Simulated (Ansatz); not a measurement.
# Single-point calculation of Ti₂Si₃

The run: single-point calculation of Ti₂Si₃ (10 atoms in the cell). Method and program: DFT PBE, scalar-relativistic, plane waves, PAW, spin-polarised (Ansatz 0.2.0).

The structure was made by a generator, so it may or may not be a known phase. Figures and captions count atoms from 1; the log counts them from 0 in places.

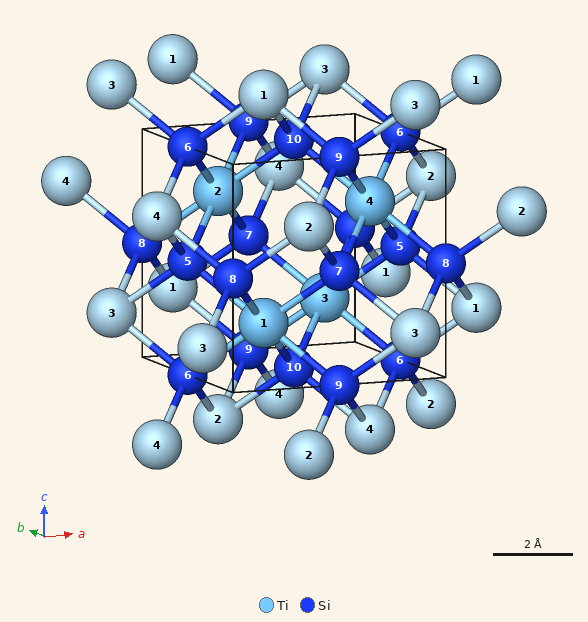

**Figure 1.** The input geometry (ball-and-stick view of the cell of the calculation, seen slightly off an axis; neighbours outside the cell are drawn fainter; atoms are numbered from 1 in the order of the input). An atom can appear more than once, as a periodic image. Near neighbours in the periodic cell (some may lie outside the picture): Ti has 6 Si at 2.54 Å; Si has 4 Ti at 2.54 Å.

**Key numbers**

| quantity | value |
| --- | --- |
| outcome | converged |
| space group (tolerance 0.01 Å) | Pn-3m (224) |
| electrons treated | 72 |
| free energy | −13810.5777 eV |
| Fermi energy | 7.919 eV |
| gap on the k-point mesh | none (metallic) |
| net moment of the cell | 0.00 μB |
| integrated absolute moment | 0.00 μB |
| pressure | 0.02 GPa |
| largest force (length of the vector) | under 0.001 eV/Å |
| hardware | 1 thread of Intel Xeon @ 2.50GHz (Skylake/Cascade Lake), 189 GiB of memory available, shared host |
| wall time | 57 s |
| peak memory | 0.55 GiB |

**Remarks**

Warnings of the run: some starting moments were not kept.

**Input file**
```yaml
crystal:
  lattice:
    - [5.8660014817, 0.0, 0.0]
    - [0.0, 5.8660014817, 0.0]
    - [0.0, 0.0, 5.8660014817]
  atoms:
    - { symbol: Ti, position: [0.25, 0.25, 0.25], spin: 1.0 }
    - { symbol: Ti, position: [0.25, 0.75, 0.75], spin: 1.0 }
    - { symbol: Ti, position: [0.75, 0.75, 0.25], spin: 1.0 }
    - { symbol: Ti, position: [0.75, 0.25, 0.75], spin: 1.0 }
    - { symbol: Si, position: [0.0, 0.5, 0.5] }
    - { symbol: Si, position: [0.0, 0.5, 0.0] }
    - { symbol: Si, position: [0.5, 0.0, 0.5] }
    - { symbol: Si, position: [0.0, 0.0, 0.5] }
    - { symbol: Si, position: [0.5, 0.0, 0.0] }
    - { symbol: Si, position: [0.5, 0.5, 0.0] }
basis:
  ecutwfc: 420
kpoints:
  mp_grid: { grid: [4, 4, 4] }
hamiltonian:
  xc: pbe
scf:
  occupations: { method: gaussian, width: 0.1 }
  lower_state_search: "off"
output:
  forces: true
  stress: true
  eigenvalues: true
  populations: true
magnetization:
  spin_polarized: true
```

Launched with:
```bash
ansatz run input.yaml --threads 1 --pin off --max-ram 2560MiB --backend cpu --events-out ev --progress --plain --runs-dir out
```

**What the program printed**
```
Engine: ansatz 0.2.0, x86_64-unknown-linux-gnu
Pseudopotentials: kind: paw
Pseudopotential: Ti, paw, valence charge 12, recommended cutoff 420 eV (normal), Ti.paw.azcp
Pseudopotential: Si, paw, valence charge 4, recommended cutoff 420 eV (normal), Si.paw.azcp
Functional definition: PBE
  parameter kappa = 0.804
  parameter beta = 0.06672455060314922
  exchange = pbe_x(kappa = kappa, mu = beta*pi^2/3)
  correlation = pbe_c(beta = beta)
Crystal: 10 atoms, lattice volume = 201.849 Å³
Basis set: ecut = 420 eV, 3911 PW (Γ), exchange–correlation on 80×80×80 points (8 copies of the dense FFT grid, shifted against one another)
Bands: 48, of which v1, the nominal top of the filled ones, is band 36 counted from 1 (35 counted from 0)
Symmetry: 48 space group operations
Space group: Pn-3m (ITA 224), of the structure as read, at distance tolerance 5.9e-5 Å
Magnetic group: BNS 224.110 (UNI 1612), of the structure as read, at distance tolerance 5.9e-5 Å
k-points: 10 of 64
Non-local potential: Ti, projectors of the file, l = 0: 3, l = 1: 2, l = 2: 3, l = 3: 1
Non-local potential: Si, projectors of the file, l = 0: 2, l = 1: 2, l = 2: 2
PAW form: soft (Blöchl's): semilocal exchange-correlation on the pseudo side does not see the compensation charge
PAW one-centre angular grid: Ti, 590 points (default); XC on 64 Gauss nodes
PAW one-centre angular grid: Si, 110 points (default); XC on 64 Gauss nodes
Initial density: superposition of atomic densities (chi_scale 0.1, normalization cell)
Starting moments: Σ|m| = 4 μB on 4 of 10 sites
Initial wavefunctions: pseudopotential atomic-orbital guess
Functional: x = pbe(κ = 0.804, μ = 0.2195149727645171), c = pbe(β = 0.06672455060314922)
SCF iter   1: F=—  HF=-13810.913051 eV  |F-HF|=—  |Δ(HF+E_count)|=         —  Δρ=4.47e-2 (↑4.47e-2 ↓2.33e-2)  dr2=4.52e0  dr2_m=1.44e0  M=1.113 μB ∫|m|=1.493 μB  β_m=0.30  ethr=3.10e-3  ⟨swp⟩=6.5  Hψ=3940  notcnv=0
preconditioner: auto → Resta (q_TF=auto, 2.298 Å⁻¹)  ε∞=12.3  [insulator: Δε(μ)=0.105 eV  Ē_g=4.915 eV  σ=0.100 eV  W_gap=0.54  n_scr=32 (ndim 8)  ℏωp=16.5 eV  f_vac=0.000  D(μ)=4.22/eV (n_scr^D=26)  ε∞_Penn≈12.3]
spin=Collinear: Resta preconditioning applied to the charge; magnetization (m = ρ↑ − ρ↓) channel mixes plain (no charge-response kernel on spin).
SCF iter   2: F=—  HF=-13810.535569 eV  |F-HF|=—  |Δ(HF+E_count)|=   3.77e-1  Δρ=2.42e-2 (↑2.42e-2 ↓2.23e-2)  dr2=1.40e0  dr2_m=6.80e-1  M=1.241 μB ∫|m|=1.521 μB  β_m=0.30  ethr=3.10e-3  ⟨swp⟩=2.9  Hψ=1600  notcnv=0  defer=65
preconditioner: auto → Kerker (q_TF=auto, 2.298 Å⁻¹)  [metal: Δε(μ)=0.015 eV  Ē_g=4.669 eV  σ=0.100 eV  W_gap=0.08  n_scr=32 (ndim 8)  ℏωp=16.5 eV  f_vac=0.000  D(μ)=6.67/eV (n_scr^D=56)]
spin=Collinear: Kerker preconditioning applied to the charge; magnetization (m = ρ↑ − ρ↓) channel mixes plain (no charge-response kernel on spin).
SCF iter   3: F=—  HF=-13810.503238 eV  |F-HF|=—  |Δ(HF+E_count)|=   3.23e-2  Δρ=1.76e-2 (↑1.57e-2 ↓1.76e-2)  dr2=6.48e-1  dr2_m=3.82e-1  M=1.167 μB ∫|m|=1.412 μB  β_m=0.30  ethr=1.95e-3  ⟨swp⟩=1.6  Hψ=968  notcnv=0  defer=65
SCF iter   4: F=—  HF=-13810.462966 eV  |F-HF|=—  |Δ(HF+E_count)|=   4.03e-2  Δρ=1.24e-2 (↑1.24e-2 ↓1.10e-2)  dr2=3.74e-2  dr2_m=2.42e-1  M=1.014 μB ∫|m|=1.251 μB  β_m=0.30  ethr=8.99e-4  ⟨swp⟩=2.3  Hψ=1306  notcnv=0  defer=64
SCF iter   5: F=—  HF=-13810.496985 eV  |F-HF|=—  |Δ(HF+E_count)|=   3.40e-2  Δρ=9.22e-3 (↑9.22e-3 ↓9.19e-3)  dr2=2.01e-2  dr2_m=1.52e-1  M=0.904 μB ∫|m|=1.123 μB  β_m=0.30  ethr=5.20e-5  ⟨swp⟩=1.9  Hψ=1330  notcnv=0  defer=59
SCF iter   6: F=—  HF=-13810.523089 eV  |F-HF|=—  |Δ(HF+E_count)|=   2.61e-2  Δρ=7.41e-3 (↑7.31e-3 ↓7.41e-3)  dr2=2.82e-3  dr2_m=9.91e-2  M=0.796 μB ∫|m|=0.998 μB  β_m=0.30  ethr=2.79e-5  ⟨swp⟩=2.4  Hψ=1718  notcnv=0  defer=59
SCF iter   7: F=—  HF=-13810.539402 eV  |F-HF|=—  |Δ(HF+E_count)|=   1.63e-2  Δρ=6.02e-3 (↑6.02e-3 ↓5.81e-3)  dr2=9.30e-4  dr2_m=6.46e-2  M=0.718 μB ∫|m|=0.898 μB  β_m=0.30  ethr=3.92e-6  ⟨swp⟩=2.1  Hψ=1388  notcnv=0  defer=59
SCF iter   8: F=—  HF=-13810.549926 eV  |F-HF|=—  |Δ(HF+E_count)|=   1.05e-2  Δρ=4.84e-3 (↑4.75e-3 ↓4.84e-3)  dr2=6.97e-5  dr2_m=4.25e-2  M=0.651 μB ∫|m|=0.812 μB  β_m=0.30  ethr=1.29e-6  ⟨swp⟩=2.5  Hψ=1657  notcnv=0  defer=59
SCF iter   9: F=—  HF=-13810.557025 eV  |F-HF|=—  |Δ(HF+E_count)|=   7.10e-3  Δρ=4.07e-3 (↑4.07e-3 ↓3.86e-3)  dr2=1.38e-4  dr2_m=2.91e-2  M=0.588 μB ∫|m|=0.731 μB  β_m=0.30  ethr=9.68e-8  ⟨swp⟩=3.0  Hψ=1860  notcnv=0  defer=59
Mixer restart at iter 9: flushing history
spin-set hold released at iteration 9 (site moments contracting): the magnetisation degrees of freedom join the quasi-Newton model from the next iteration; the mixer history was flushed
SCF iter  10: F=—  HF=-13810.561947 eV  |F-HF|=—  |Δ(HF+E_count)|=   4.92e-3  Δρ=3.33e-3 (↑3.33e-3 ↓3.27e-3)  dr2=2.25e-5  dr2_m=2.01e-2  M=0.533 μB ∫|m|=0.662 μB  β_m=0.45  ethr=9.68e-8  ⟨swp⟩=2.5  Hψ=1614  notcnv=0  defer=57
SCF iter  11: F=—  HF=-13810.573458 eV  |F-HF|=—  |Δ(HF+E_count)|=   1.15e-2  Δρ=1.57e-3 (↑1.57e-3 ↓1.16e-3)  dr2=5.49e-4  dr2_m=3.45e-3  M=0.311 μB ∫|m|=0.382 μB  β_m=0.58  ethr=3.12e-8  ⟨swp⟩=4.0  Hψ=2290  notcnv=0  defer=57
SCF iter  12: F=—  HF=-13810.576594 eV  |F-HF|=—  |Δ(HF+E_count)|=   3.14e-3  Δρ=4.95e-4 (↑3.72e-4 ↓4.95e-4)  dr2=7.11e-5  dr2_m=3.42e-4  M=0.156 μB ∫|m|=0.194 μB  β_m=0.79  ethr=3.12e-8  ⟨swp⟩=3.5  Hψ=2162  notcnv=0  defer=57
SCF iter  13: F=—  HF=-13810.577349 eV  |F-HF|=—  |Δ(HF+E_count)|=   7.55e-4  Δρ=2.68e-4 (↑2.68e-4 ↓2.25e-4)  dr2=8.06e-6  dr2_m=1.11e-4  M=0.088 μB ∫|m|=0.109 μB  β_m=0.89  ethr=3.12e-8  ⟨swp⟩=3.0  Hψ=2001  notcnv=0  defer=57
SCF iter  14: F=—  HF=-13810.577689 eV  |F-HF|=—  |Δ(HF+E_count)|=   3.40e-4  Δρ=2.21e-5 (↑2.21e-5 ↓1.51e-5)  dr2=1.10e-7  dr2_m=6.07e-7  M=0.002 μB ∫|m|=0.003 μB  β_m=0.95  ethr=1.12e-8  ⟨swp⟩=3.2  Hψ=2106  notcnv=0  defer=57
iter 15 did not close the SCF: its close was put off for a magnetic moment that had not settled (scf_convergence_deferred on its scf_iter line)
SCF iter  15: F=-13810.577671 eV  HF=-13810.577671 eV  |F-HF|=5.04e-8  |Δ(HF+E_count)|=   1.83e-5  Δρ=5.10e-6 (↑5.10e-6 ↓4.91e-6)  dr2=4.70e-8  dr2_m=3.76e-8  M=0.000 μB ∫|m|=0.001 μB  β_m=0.97  ethr=1.39e-10  ⟨swp⟩=11.6  Hψ=4411  notcnv=0
iter 16 did not close the SCF: its close was put off for a magnetic moment that had not settled (scf_convergence_deferred on its scf_iter line)
SCF iter  16: F=-13810.577671 eV  HF=-13810.577671 eV  |F-HF|=2.01e-9  |Δ(HF+E_count)|=   1.32e-7  Δρ=1.44e-6 (↑1.44e-6 ↓9.97e-7)  dr2=1.45e-9  dr2_m=2.52e-9  M=-0.000 μB ∫|m|=0.000 μB  β_m=0.99  ethr=6.53e-11  ⟨swp⟩=2.0  Hψ=3128  notcnv=0
SCF iter  17: F=-13810.577671 eV  HF=-13810.577671 eV  |F-HF|=3.82e-11  |Δ(HF+E_count)|=   6.90e-9  Δρ=1.96e-7 (↑1.96e-7 ↓1.45e-7)  dr2=6.81e-11  dr2_m=3.61e-11  M=-0.000 μB ∫|m|=0.000 μB  ethr=2.01e-12  ⟨swp⟩=1.0  Hψ=3138  notcnv=0
WARN: the starting moments were not kept: the SCF closed with an absolute magnetisation of 3.5e-5 μB, where they sum to 4 μB in size (4 sites). That is at most 0.1 of that sum. Measured as dr2_m measures the in/out step, that magnetisation stands 7.5e-11 eV from none, at or under the dr2_threshold of 1.0e-7 eV: it is no larger than a step whose dr2_m would equal this threshold. The system may hold no moment; this SCF shows only that its start led to no more than that. To try another start: raise the starting moments (crystal.atoms[].spin, magnetization.per_species, magnetization.initial_magnetization, or on a non-collinear deck that types none of these the spinor_matrix: blocks that start its atoms; where the total moment is fixed, keep their sum and leave initial_magnetization as it is; typed ones take the place of any that the run laid by itself, positive ones on a crystal's lanthanoids without a Hubbard term where scf.initial_density.shell_occupations: [] is typed) or, if the notice of its spin-set hold's release reads "site moments contracting" or "site moments show no strong build", lengthen the hold (scf.mixing.spin_hold: { on: { confirm: 4 } }; for m-r²SCAN on two components see the key's manual first). Each may lead to a state that holds a moment. A second SCF, from the converged charge density, with the starting moments and any scf.initial_density.shell_occupations laid on it anew, would have followed, and was not run: the deck does not ask for one (magnetization.retry_lost_moments is false, the default). To let it run, set magnetization.retry_lost_moments: true and run the deck again, where that key's refused combinations let it; where memory then withholds it, that run's warning says so.
SCF 1 converged in 17 iterations: F = -13810.577671 eV  dr2 = 6.81e-11
  greatest PAW one-centre occupation: 0.999 electrons in one spin orbital (limit 2), on the Ti atom at site 3 (counted from 0), in its partial waves of l = 0
```

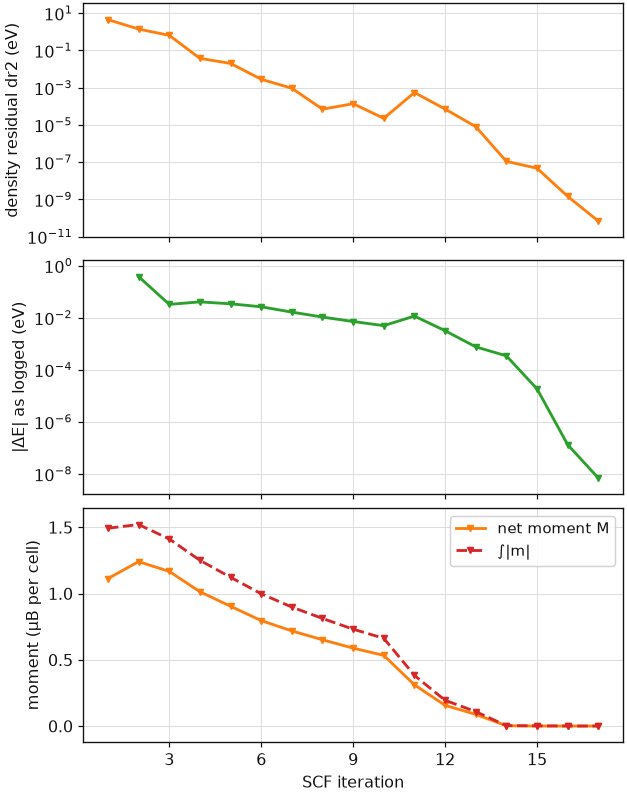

**Figure 2.** Convergence of the self-consistent field: density residual dr2, size of the energy change and magnetic moment against the SCF iteration. The residual comes down, with one marked jump up, by a factor of about 25, at step 11. The net moment goes from 1.1 to 0.0 μB per cell, and ∫|m| falls to zero.

```
SCF converged after 17 iterations
Magnetization: -0.0000 μB (36.0000 up, 36.0000 down)
Absolute magnetization: 0.0000 μB (∫|ρ↑−ρ↓|, with the PAW one-centre terms)
Spin contamination: 0.0000 ħ² per cell (⟨S²⟩ above its minimum at these occupations)
Per-site moments (μB) at R_I (Å): [(-4.814260179154685e-6, 1.0477719247440551), (-4.814260179100557e-6, 1.0477719247440551), (-4.814260179032335e-6, 1.0477719247440551), (-4.814260179150079e-6, 1.0477719247440551), (6.132498008939835e-7, 1.0477719247440551), (6.132498009207747e-7, 1.0477719247440551), (6.13249800833339e-7, 1.0477719247440551), (6.132498009584803e-7, 1.0477719247440551), (6.132498009715306e-7, 1.0477719247440551), (6.132498008750426e-7, 1.0477719247440551)]
Free energy (F): -13810.577671 eV
Harris-Foulkes:  -13810.577671 eV  (|F-HF|=3.82e-11)
Internal energy: -13810.529272 eV  (E = F + TS)
E sigma→0 (E₀):  -13810.553472 eV
Entropy (-TS):   -0.048399 eV (-4.840 meV/atom)
Fermi energy:    7.919002 eV
--- Per-component energies (eV) ---
  E_band       = -829.025596
  E_kinetic    = 1327.027104
  E_local      = -5009.416525  (includes V_loc(G=0)·N_el)
  E_nonlocal   = 191.803264
  E_hartree    = 2062.594067
  E_xc         = -718.624943
  E_vxc        = -764.801649  (∫ρ·V_xc dr)
  E_paw        = -7266.909703  (= ΣΔE_a)
  E_vpaw       = -698.825869  (= ΣTr[D̂ρ^β])
  E_aug_tail   = 0.000541  (compensation charges beyond the density's cutoff)
  E_ewald      = -4397.003078
  E_smearing   = -0.048399  (= −TS)
  E_closure    = 0.000000  (closes the sum)
  Σ components = -13810.577671   (vs F -13810.577671, Δ=0.00e0)
--- Forces (eV/Å), atoms counted from 1 ---
  atom   1  Ti     0.00000000     0.00000000    -0.00000000
  atom   2  Ti     0.00000000    -0.00000000     0.00000000
  atom   3  Ti     0.00000000     0.00000000     0.00000000
  atom   4  Ti     0.00000000    -0.00000000    -0.00000000
  atom   5  Si     0.00000000     0.00000000    -0.00000000
  atom   6  Si    -0.00000000     0.00000000    -0.00000000
  atom   7  Si     0.00000000     0.00000000     0.00000000
  atom   8  Si     0.00000000     0.00000000     0.00000000
  atom   9  Si     0.00000000    -0.00000000     0.00000000
  atom  10  Si    -0.00000000    -0.00000000     0.00000000
  max |Σ_I F_I| component: 5.78e-19 eV/Å
--- Stress (GPa, compression-positive) ---
        0.024795       0.000000       0.000000
        0.000000       0.024795       0.000000
        0.000000       0.000000       0.024795
  P = ⅓ Tr σ = 0.0248 GPa (0.248 kbar)
--- Band table (eV; the first three rows and the last of 20) ---
  k-point 0 ↑: bands = ["-49.0955", "-49.0940", "-49.0940", "-49.0940", "-25.4364", "-25.4255", "-25.4255", "-25.4255", "-25.3887", "-25.3887", "-25.3734", "-25.3734", "-25.3734", "-25.3663", "-25.3663", "-25.3663", "-2.2553", "0.1554", "0.1554", "1.8528", "1.8528", "3.1725", "3.1725", "3.1725", "3.5650", "5.3378", "5.3378", "5.3378", "5.9667", "5.9667", "5.9667", "7.2744", "7.8098", "7.8098", "7.8098", "7.9216", "7.9216", "7.9216", "8.1633", "8.1633", "8.1633", "8.3791", "8.3791", "9.1170", "9.1170", "9.1170", "9.5767", "9.5767"]
  k-point 1 ↑: bands = ["-49.0953", "-49.0942", "-49.0940", "-49.0940", "-25.4348", "-25.4271", "-25.4255", "-25.4255", "-25.3865", "-25.3855", "-25.3757", "-25.3727", "-25.3727", "-25.3696", "-25.3671", "-25.3671", "-2.0131", "-0.3912", "0.3231", "1.4615", "1.9542", "2.6060", "3.4040", "3.4040", "4.8123", "4.8769", "4.8769", "5.9300", "6.0074", "6.0074", "6.1156", "6.7634", "7.1081", "7.1081", "7.7183", "7.8068", "8.3592", "8.3876", "8.3876", "8.4310", "8.4767", "8.6231", "8.6231", "8.9956", "9.2753", "9.2753", "9.4565", "9.7967"]
  k-point 2 ↑: bands = ["-49.0947", "-49.0947", "-49.0940", "-49.0940", "-25.4309", "-25.4309", "-25.4254", "-25.4254", "-25.3811", "-25.3811", "-25.3776", "-25.3776", "-25.3717", "-25.3717", "-25.3682", "-25.3682", "-1.3281", "-1.3281", "0.8008", "0.8008", "2.2216", "2.2216", "4.0160", "4.0160", "4.0746", "4.0746", "6.0592", "6.0592", "6.0728", "6.0728", "6.7643", "6.7643", "6.8789", "6.8789", "7.0029", "7.0029", "8.5726", "8.5726", "8.5756", "8.5756", "8.7251", "8.7251", "9.0773", "9.0773", "9.5621", "9.5621", "9.9210", "9.9210"]
  k-point 9 ↓: bands = ["-49.0944", "-49.0944", "-49.0944", "-49.0942", "-25.4364", "-25.4262", "-25.4262", "-25.4262", "-25.3856", "-25.3856", "-25.3856", "-25.3680", "-25.3680", "-25.3680", "-25.3672", "-25.3672", "-0.2452", "-0.2452", "-0.2452", "0.4244", "0.4244", "0.4244", "4.4953", "4.8928", "5.4498", "5.4498", "5.4498", "6.1026", "6.1026", "6.6971", "6.6971", "6.6971", "7.9710", "7.9710", "7.9710", "8.3736", "8.5182", "8.5182", "8.5182", "8.5763", "8.5763", "8.6815", "8.6815", "8.6815", "8.9126", "8.9126", "9.4152", "9.4152"]
--- Löwdin populations: 10 sites ---
  site symbol       q [e]    m [muB]
     0     Ti     11.3825    -0.0000
     1     Ti     11.3825    -0.0000
     2     Ti     11.3825    -0.0000
     3     Ti     11.3825    -0.0000
     4     Si      4.3300     0.0000
     5     Si      4.3300     0.0000
     6     Si      4.3300     0.0000
     7     Si      4.3300     0.0000
     8     Si      4.3300     0.0000
     9     Si      4.3300     0.0000
  spilling = 0.006802 (of n_electrons = 72.000000)
```

**File populations.tsv**
```
# site	symbol	l	j	q_up	q_dn
# orbitals = lowdin
# n_electrons = 72.000000
# spilling = 0.006802
0	Ti	0_3S	-	0.945294	0.945294
0	Ti	0_4S	-	0.284285	0.284285
0	Ti	1_3P	-	2.989649	2.989649
0	Ti	2_3D	-	1.472022	1.472029
1	Ti	0_3S	-	0.945294	0.945294
1	Ti	0_4S	-	0.284285	0.284285
1	Ti	1_3P	-	2.989649	2.989649
1	Ti	2_3D	-	1.472022	1.472029
2	Ti	0_3S	-	0.945294	0.945294
2	Ti	0_4S	-	0.284285	0.284285
2	Ti	1_3P	-	2.989649	2.989649
2	Ti	2_3D	-	1.472022	1.472029
3	Ti	0_3S	-	0.945294	0.945294
3	Ti	0_4S	-	0.284285	0.284285
3	Ti	1_3P	-	2.989649	2.989649
3	Ti	2_3D	-	1.472022	1.472029
4	Si	0_3S	-	0.712493	0.712493
4	Si	1_3P	-	1.452525	1.452525
5	Si	0_3S	-	0.712493	0.712493
5	Si	1_3P	-	1.452525	1.452525
6	Si	0_3S	-	0.712493	0.712493
6	Si	1_3P	-	1.452525	1.452525
7	Si	0_3S	-	0.712493	0.712493
7	Si	1_3P	-	1.452525	1.452525
8	Si	0_3S	-	0.712493	0.712493
8	Si	1_3P	-	1.452525	1.452525
9	Si	0_3S	-	0.712493	0.712493
9	Si	1_3P	-	1.452525	1.452525
```

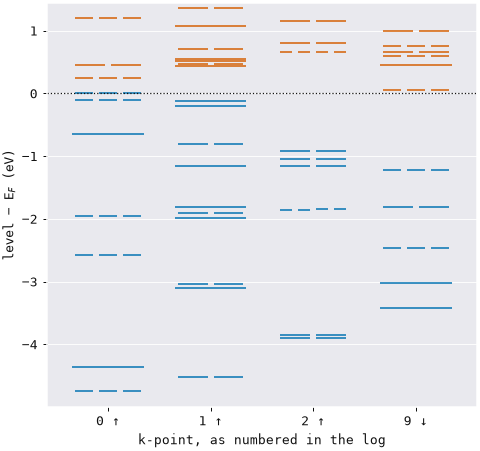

**Figure 3.** Kohn–Sham levels near the Fermi level (dotted) at the few k-points that the log prints; levels within 0.02 eV of each other stand side by side. The system is metallic on the full mesh.
